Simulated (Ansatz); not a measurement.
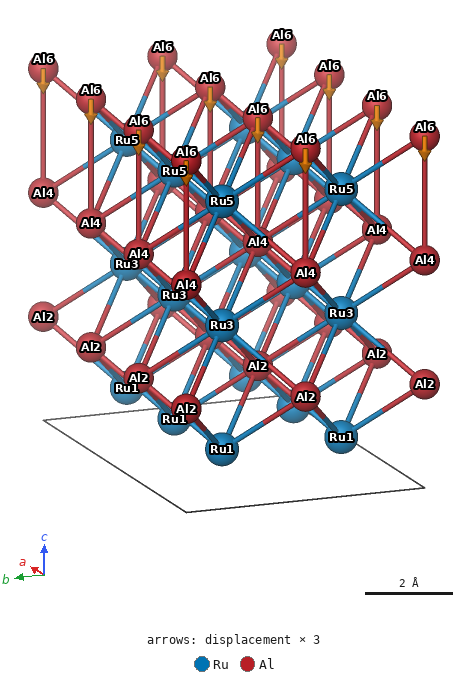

This is a constrained relaxation of a slab of composition AlRu (cut from the Pm-3m phase). The starting structure is drawn; orange arrows show the displacements, magnified 3 times.

The picture is a ball-and-stick view of the 3 × 2 repeat of the cell, outlined in the plane, without the vacuum, seen from a free direction.

Case: clean slab, lower half held. The slab is the (1 0 0) face of AlRu. 3 atoms are held fixed.

Method: DFT PBEsol, scalar-relativistic, plane waves, PAW (Ansatz 0.2.0). Set-up: plane-wave cutoff 420 eV; k-point mesh 10 × 10 × 1; occupations gaussian; smearing width 0.1 eV; no spin polarisation; dipole correction; atoms relaxed in a fixed cell; force threshold 0.03 eV/Å; at most 70 steps.

Question: What did the optimiser do to the structure, and how much energy did it gain?

Answer: Al6 moves most: 0.21 Å along the normal (−c). By element the largest moves are Al 0.21 Å, Ru 0.02 Å. The cell stays as it was. Some distances before and after: Al4–Al6 2.976 → 2.788 Å, Ru5–Al6 2.578 → 2.451 Å, Al4–Ru5 2.578 → 2.603 Å, Ru3–Al4 2.578 → 2.566 Å. Among the angles between lasting bonds that change: Ru5–Al6–Ru5 109.5° → 118.4°, Ru5–Al6–Ru5 70.5° → 74.8°. The energy falls by 0.183 eV per cell of the calculation in 3 accepted moves (4 points after the start). Largest force component: 1.4 eV/Å at the start, 0.014 eV/Å at the end. 1 step only repeated the SCF at the same geometry.
